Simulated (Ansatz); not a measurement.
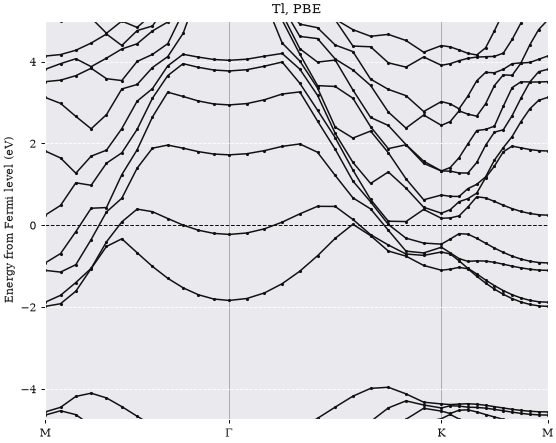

Band structure of a (001) slab cut from Tl (P6_3/mmc), 5 atoms in the cell. Level of theory: DFT PBE, scalar-relativistic, plane waves, PAW, no spin polarisation, 12×12×1 k mesh, 420 eV cutoff; code Ansatz. Energies are counted from the Fermi level.

A metal: bands cross the Fermi level along this path. Bands cross the Fermi level on M–Γ and Γ–K, and not on K–M. At Γ the nearest levels lie 0.23 eV below and 1.72 eV above the Fermi level.

Spin-orbit coupling is left out, which matters for Tl.
